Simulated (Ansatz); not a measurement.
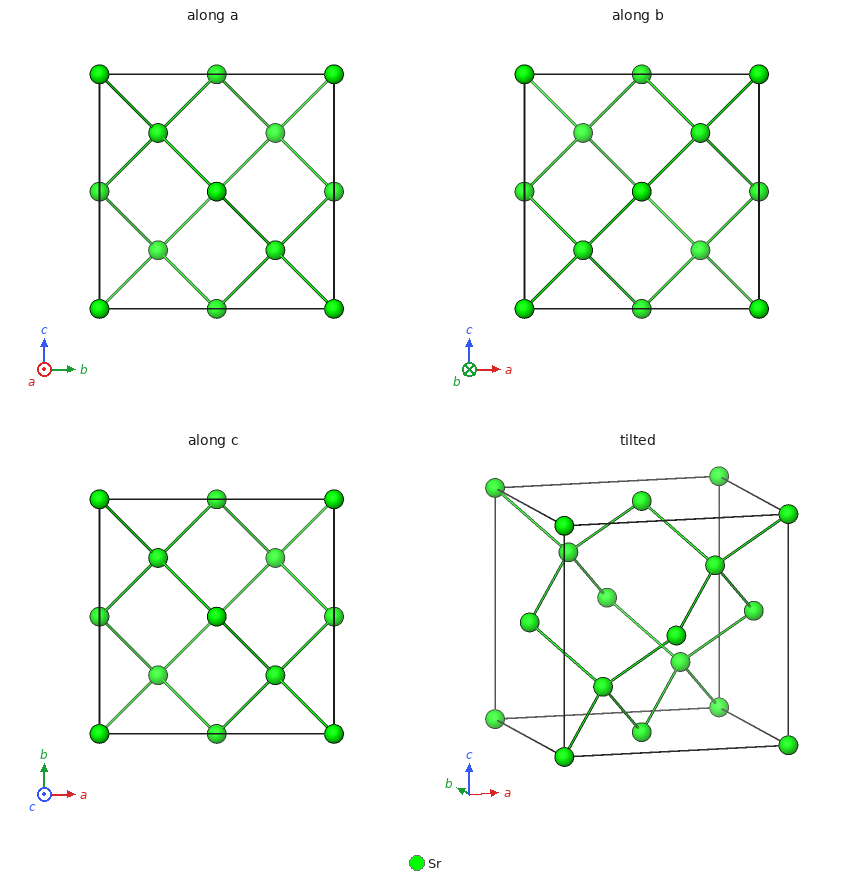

The crystal in a ball-and-stick representation, seen along the a axis, along the b axis, along the c axis and slightly off an axis. The conventional unit cell is drawn as a box.

Lattice parameters: a = 9.5270 Å, b = 9.5270 Å, c = 9.5270 Å, α = 90.000°, β = 90.000°, γ = 90.000°.

From the views, write a CIF in P1 with every atom of the cell.

Answer.
```cif
data_structure
_symmetry_space_group_name_H-M 'P 1'
_symmetry_Int_Tables_number 1
_cell_length_a 9.5270
_cell_length_b 9.5270
_cell_length_c 9.5270
_cell_angle_alpha 90.000
_cell_angle_beta 90.000
_cell_angle_gamma 90.000
_cell_volume 864.70
loop_
_atom_site_label
_atom_site_type_symbol
_atom_site_fract_x
_atom_site_fract_y
_atom_site_fract_z
_atom_site_occupancy
Sr1 Sr 0.7500 0.7500 0.2500 1
Sr2 Sr 0.0000 0.5000 0.5000 1
Sr3 Sr 0.7500 0.2500 0.7500 1
Sr4 Sr 0.0000 0.0000 0.0000 1
Sr5 Sr 0.2500 0.7500 0.7500 1
Sr6 Sr 0.5000 0.5000 0.0000 1
Sr7 Sr 0.2500 0.2500 0.2500 1
Sr8 Sr 0.5000 0.0000 0.5000 1
```

It goes back to a structure type filled with this element by a generator (whether the element takes this form wasn't checked). Earlier steps of the study may have refined or changed the cell and positions. It was run through Ansatz as a DFT input.
